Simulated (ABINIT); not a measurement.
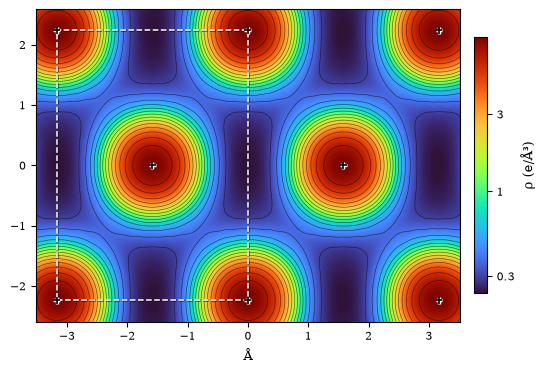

The valence electron density on a plane through atoms (crosses mark nuclei in the plane).

These are results of Kohn-Sham DFT of a periodic cell, PBEsol, JTH PAW PBE v2.0 in ABINIT, not measurements.

Candidates:
A. Fe, a = 2.89 Å, b = 2.89 Å, c = 2.89 Å, α = 90.00°, β = 90.00°, γ = 90.00°. Space group Im-3m; computed pressure about −18 GPa in this cell; spin-polarised.
B. Mo, a = 3.17 Å, b = 3.17 Å, c = 3.17 Å, α = 90.00°, β = 90.00°, γ = 90.00°. Space group Im-3m; a structure from a database of computed crystals, not necessarily the ambient phase; computed pressure about −11 GPa in this cell.

Which candidate gave the map?

Answer. Candidate B: Mo on the (101) plane of the conventional cell, which holds Mo. Mo–Mo (2.74 Å): ρ at the midpoint is about 0.37 e/Å³.
